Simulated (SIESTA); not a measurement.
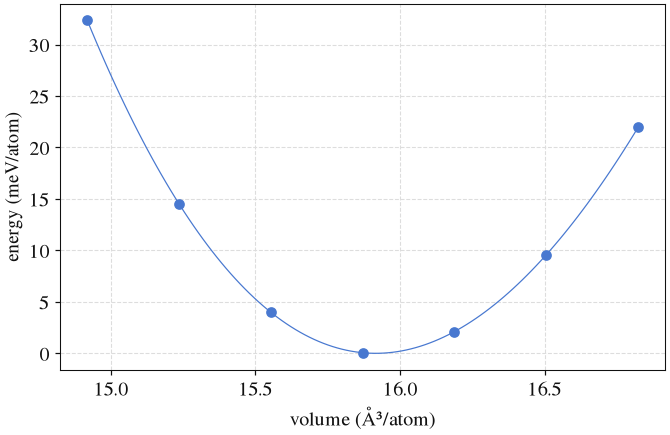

Plotted: energy against volume for SiO₂, space group P6_322 (No. 182).

Structure:
```xyz
12
Lattice="5.0691 0.0000 0.0000 -2.5345 4.3899 0.0000 0.0000 0.0000 8.5585" Properties=species:S:1:pos:R:3 pbc="T T T"
Si    0.0000    2.9266    3.7411
Si    0.0000    2.9266    0.5381
Si    2.5345    1.4633    4.8174
Si    2.5345    1.4633    8.0204
O     2.1354    0.0000    0.0000
O     0.0000    2.9266    2.1396
O     2.5345    1.4633    6.4189
O    -1.4668    2.5406    4.2792
O     1.4668    2.5406    0.0000
O     2.9337    0.0000    4.2792
O     1.0677    1.8493    4.2792
O    -1.0677    1.8493    0.0000
```

Calculation (SIESTA 5.4.2): DFT in numerical atomic orbitals with pseudopotentials, no spin polarisation; energies at scaled volumes of the given cell, shape and fractions fixed, counted from the fit's minimum, third-order Birch-Murnaghan fit. Level: LDA.

- k mesh: 4×4×2
- occupations: Fermi–Dirac
- smearing width: 0.05 eV
- potentials: PseudoDojo 0.4 standard, converted to PSML, two zetas on semicore shells
- program settings: basis DZP, mesh cutoff 800 Ry

This calculation gives: equilibrium volume 15.92 Å³/atom and bulk modulus 149 GPa.

Now the level changes from LDA to PBEsol. Predict the effect.

The equilibrium volume rises from 15.92 to 16.36 Å³/atom (+2.8 %) and the bulk modulus falls from 149 to 141 GPa (−5.4 %).

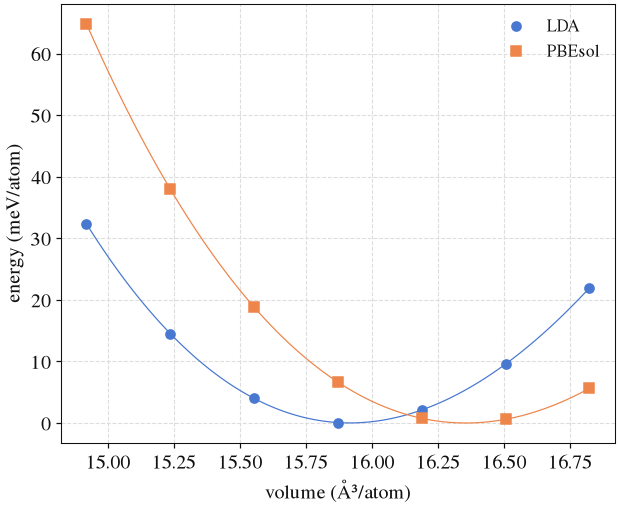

The two results together.

For both, limits of the calculation: mulliken charges of long orbitals; shape and atomic fractions are frozen while scaling, which makes layered, chain and framework solids too stiff.

V0 and the bulk modulus come from third-order Birch–Murnaghan fits.
